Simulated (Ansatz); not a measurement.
In doubt: masses and optical values from hybrid runs of this build are listed as unsure (in some of the runs), which bears on the screening that GW takes from such a start.

System: LiCl (Fm-3m).

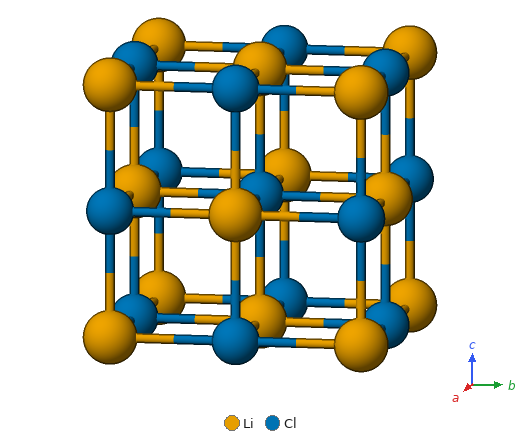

The structure (lithium orange, chlorine blue). Some periodic images of atoms are drawn too.

Symmetry: Fm-3m, No. 225, cubic system. The conventional cell has a = 5.143 Å, b = 5.143 Å, c = 5.143 Å, α = 90.00°, β = 90.00°, γ = 90.00°. Li has 6 Cl at 2.57 Å nearest. Cl has 6 Li at 2.57 Å nearest. Farther neighbours and most contacts between anions are not listed.

```
Li Cl
1.0
     0.00000    2.57150    2.57150
     2.57150    0.00000    2.57150
     2.57150    2.57150    0.00000
Li Cl
1 1
Direct
  0.00000 0.00000 0.00000
  0.50000 0.50000 0.50000
```

The cell and positions come from the Crystallography Open Database and are kept as given unless a step says otherwise.

Gaps computed with Ansatz 0.2.0 without a self-energy: HSE06 7.67 eV, r2SCAN 7.18 eV and PBE0 8.39 eV.

What gap should G0W0 on HSE06 give (6×6×6 mesh, 101 empty bands, screening to 120 eV, PAW set soft_1 files)?

About 9.33 eV: on its mesh the run moves the gap from 7.68 eV by +1.66 eV. Among the scalar-relativistic levels given, PBE0 is nearest (−0.94 eV). Bands and cutoff are finite, so the gap is not at the basis limit. The miss can reach some tenths of an eV and take either sign; the mesh is an error of its own.

[Paths, hosts, dates, memory and timing lines, banners, echoed tables and standing remarks are left out of the program output.]

[Logs are printed without paths, hosts, clocks, repeated set-up lines and the standing remarks that a program may print on its own settings, such as how far it seeks lower states.]

[Runs of the session that timed out or met a known fault of the program may be left out.]

[Cells called generated may have been cut or substituted from an entry of the Crystallography Open Database or the Materials Project.]

[Hosts, paths, dates, database ids (printed as entryN), source tags and the programs' standing remarks are cut or masked in the printed files.]
